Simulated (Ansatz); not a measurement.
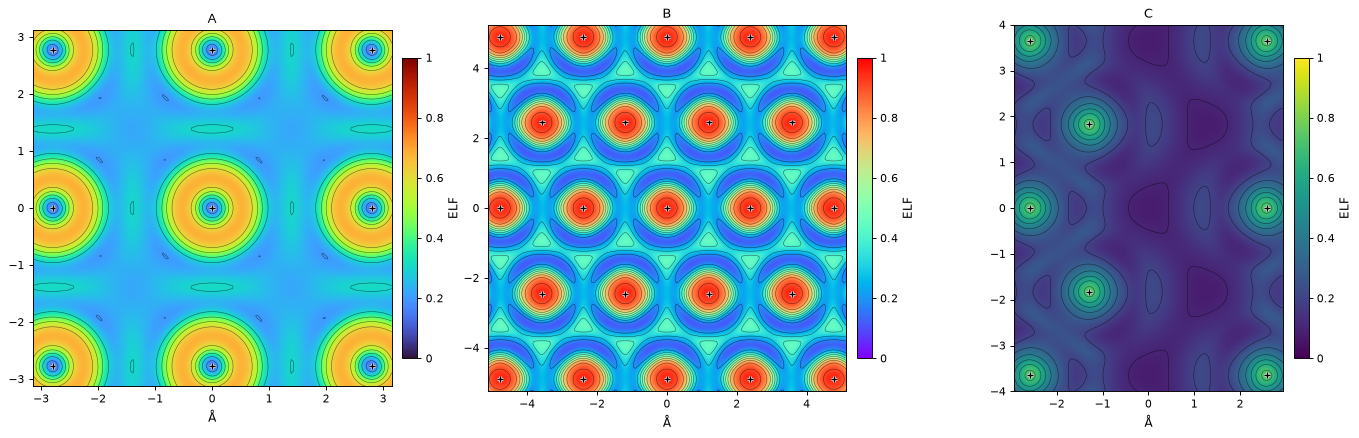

The ELF of 3 systems, each on a plane through atoms (crosses mark nuclei in the plane).

These are results of DFT, PBE, plane waves (420 eV) with PAW, scalar-relativistic in Ansatz, not measurements.

System 1: Cr, the (001) plane of the conventional cell. Space group Fddd; set up as Cr, beta-Sn type; a generated structure, not necessarily the stable one; changed on purpose from its base cell (volume × 1.0); computed without spin polarisation.

```
Cr
1.0
    -0.00002   -0.00002    2.38944
    -3.46360    3.46360    0.00000
    -5.68996   -5.68996    0.00006
Cr
8
Direct
  0.25000 0.25000 0.75000
  0.75000 0.75000 0.75000
  0.25000 0.75000 0.25000
  0.75000 0.25000 0.25000
  0.00000 0.00001 0.50000
  0.50000 0.50001 0.50000
  0.00000 0.50001 0.00000
  0.50000 0.00001 0.00000
```

System 2: Ru, the (010) plane of the conventional cell. Space group Cmcm; set up as Ru, beta-Sn type; a generated structure, not necessarily the stable one; changed on purpose from its base cell (volume × 1.08); computed pressure about −18 GPa in this cell; computed without spin polarisation.

```
CELL_PARAMETERS angstrom
0.42296 0.42296 -2.73448
-5.80878 5.80878 0.00000
1.91787 1.91787 0.59258
ATOMIC_POSITIONS crystal
Ru 0.50000 0.85579 0.75000
Ru 0.00000 0.35579 0.75000
Ru 0.50000 0.14421 0.25000
Ru 0.00000 0.64421 0.25000
```

System 3: Ni, the (101) plane of the conventional cell. Space group Fd-3m; set up as Ni, diamond; a generated structure, not necessarily the stable one; changed on purpose from its base cell (volume × 1.04); computed pressure about −3 GPa in this cell; computed without spin polarisation.

```cif
data_structure
_symmetry_space_group_name_H-M 'P 1'
_symmetry_Int_Tables_number 1
_cell_length_a 5.1640
_cell_length_b 5.1640
_cell_length_c 5.1640
_cell_angle_alpha 90.000
_cell_angle_beta 90.000
_cell_angle_gamma 90.000
_cell_volume 137.71
loop_
_atom_site_label
_atom_site_type_symbol
_atom_site_fract_x
_atom_site_fract_y
_atom_site_fract_z
_atom_site_occupancy
Ni1 Ni 0.75000 0.25000 0.25000 1
Ni2 Ni 0.25000 0.75000 0.25000 1
Ni3 Ni 0.25000 0.25000 0.75000 1
Ni4 Ni 0.75000 0.75000 0.75000 1
Ni5 Ni 0.50000 0.00000 0.00000 1
Ni6 Ni 0.00000 0.50000 0.00000 1
Ni7 Ni 0.00000 0.00000 0.50000 1
Ni8 Ni 0.50000 0.50000 0.50000 1
```

Q: Match each panel to its system.

A: Panel A is system 2, Ru: the plane holds Ru. Ru–Ru (2.78 Å): the ELF is about 0.30 at the midpoint (no shared electron pair shows on this line). Panel B is system 1, Cr: the plane holds Cr. Cr–Cr (2.39 Å): the ELF is about 0.25 at the midpoint (no localised pair shows between them). Panel C is system 3, Ni: the plane holds Ni. Ni–Ni (2.24 Å): the ELF is about 0.25 at the midpoint (no localised pair shows between them).
